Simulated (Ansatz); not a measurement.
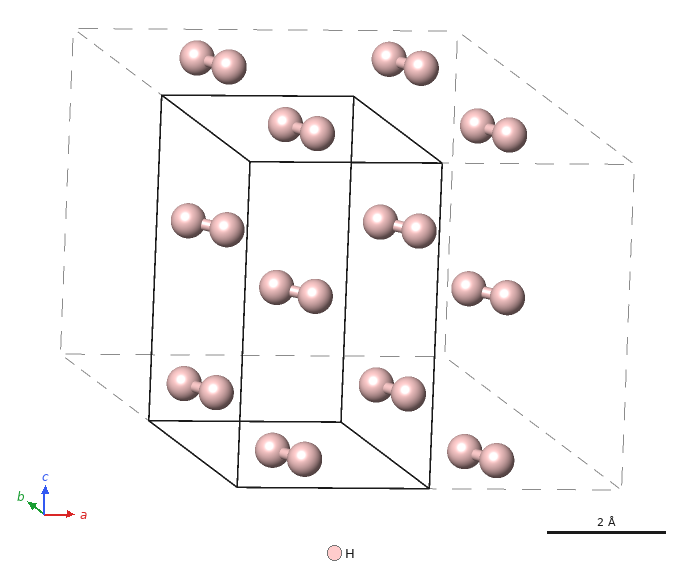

Drawn in the ball-and-stick manner and seen from a general direction. The simulation cell (solid box) is repeated to 2×2×1 cells.

The run was set up as follows:
```yaml
crystal:
  lattice:
    - [1.6820688852, -2.8164714081, 0.0570137226]
    - [1.6273258531, 2.7834348296, -0.0539474533]
    - [0.0058718048, -0.1282326407, 6.1203147495]
  atoms:
    - { symbol: H, position: [0.5361513459, 0.4036496355, 1.0059184156] }
    - { symbol: H, position: [0.466528315, 0.6127907465, -0.0094123669] }
    - { symbol: H, position: [0.4218472451, 0.5433520929, 0.5046307536] }
    - { symbol: H, position: [0.575473094, 0.440207525, 0.4988647816] }
basis:
  ecutwfc: 420
kpoints:
  mp_grid: { grid: [8, 8, 4] }
hamiltonian:
  xc: pbe
scf:
  occupations: { method: gaussian, width: 0.02 }
output:
  forces: true
  stress: true
  eigenvalues: true
```
Run as:
```sh
ansatz run input.yaml --threads 1 --pin off --max-ram 1331MiB --backend cpu --events-out ev --progress --plain --runs-dir out
```

All computed values are from Ansatz, DFT PBE, scalar-relativistic, plane waves, PAW. Settings: E_cut = 420 eV, Brillouin-zone sampling on an 8×8×4 mesh, Gaussian smearing of 0.02 eV, no spin polarisation.

Q: How large a gap does the method give, if there is one?

A: An insulator at this level, with a gap of 7.75 eV on the k-mesh (the true edges may lie between mesh points, so the gap can be somewhat smaller).

Q: Which way would the volume go on relaxing?

A: The computed pressure is -0.6 GPa (stretched: it would shrink). The stress isn't hydrostatic: its largest component is 2.0 GPa.

The structure comes from a structure listed in the Materials Project. The cell was then strained or its atoms displaced on purpose. An electronic-structure calculation with Ansatz was run on it.

At this level of theory the cell isn't at rest (forces up to 1.8 eV/Å), so its distances can differ from those at equilibrium, the more so the softer the solid.
